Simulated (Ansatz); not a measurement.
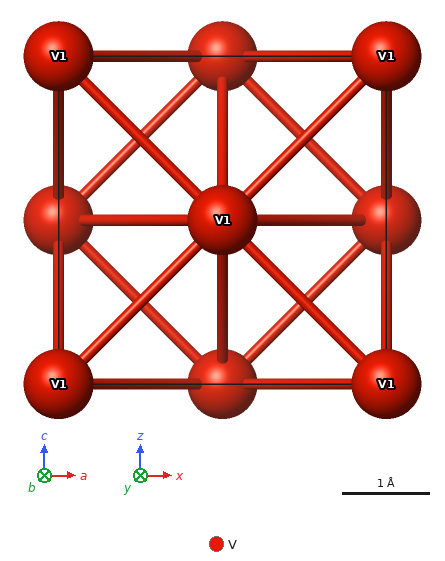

A scan of a crystal of V (Fm-3m): the ratio of the cell's length along z to its lengths across, counted as 1 for the reference, is changed at fixed volume (a tetragonal or Bain path), with the atoms kept at their fractional coordinates. x, y and z are the Cartesian axes of the input. The picture shows the reference cell. Style: ball-and-stick. Shown: the conventional cell (4 times the calculation's cell), along the b axis. Lengths and directions refer to the drawn axes.

Level of theory: DFT PBE, scalar-relativistic, plane waves, PAW in Ansatz 0.2.0. Settings: plane-wave cutoff 420 eV; k-point mesh 24 × 24 × 24; occupations gaussian; smearing width 0.15 eV; no spin polarisation. Energies (free energies at the smearing named) are counted from the cell as listed in its source, which wasn't relaxed.

Input
```yaml
crystal:
  lattice:
    - [0.0, 1.895, 1.895]
    - [1.895, 0.0, 1.895]
    - [1.895, 1.895, 0.0]
  atoms:
    - { symbol: V, position: [0.0, 0.0, 0.0] }
basis:
  ecutwfc: 420
kpoints:
  mp_grid: { grid: [24, 24, 24] }
hamiltonian:
  xc: pbe
scf:
  occupations: { method: gaussian, width: 0.15 }
output:
  forces: true
  stress: true
  eigenvalues: true
```

**Give the energy at each point (the relative ratio: 0.650, 0.707, 0.780, 0.850, 0.920, 0.960, 1.000, 1.100, 1.200, 1.300, 1.414, 1.500).**

| axial ratio over its reference value | energy change (meV/atom) |
| --- | --- |
| 0.650 | −224.6 |
| 0.707 | −246.3 |
| 0.780 | −212.9 |
| 0.850 | −136.4 |
| 0.920 | −49.0 |
| 0.960 | −12.9 |
| 1.000 | 0.0 |
| 1.100 | −54.7 |
| 1.200 | −129.9 |
| 1.300 | −151.7 |
| 1.414 | −98.1 |
| 1.500 | −8.0 |

Of the computed points the lowest is at the relative ratio 0.707, −246.3 meV/atom. Further local minima among the points: 1.30 (−151.7 meV/atom). A local maximum lies at 1.00 (0.0 meV/atom). The end points stand at −224.6 meV/atom (0.65) and −8.0 meV/atom (1.50). The unrelaxed reference is under a pressure of 3.9 GPa. The distortion takes the space group from Fm-3m to I4/mmm, except for Im-3m at 0.707. At the relative ratio 1.50 the cell of the drawing goes a 3.790 → 3.311 Å, b 3.790 → 3.311 Å, c 3.790 → 4.966 Å.

The computed profile:

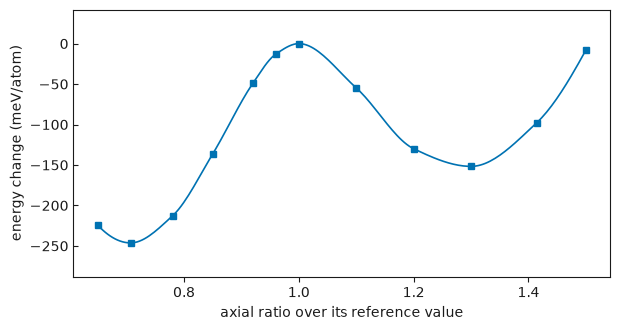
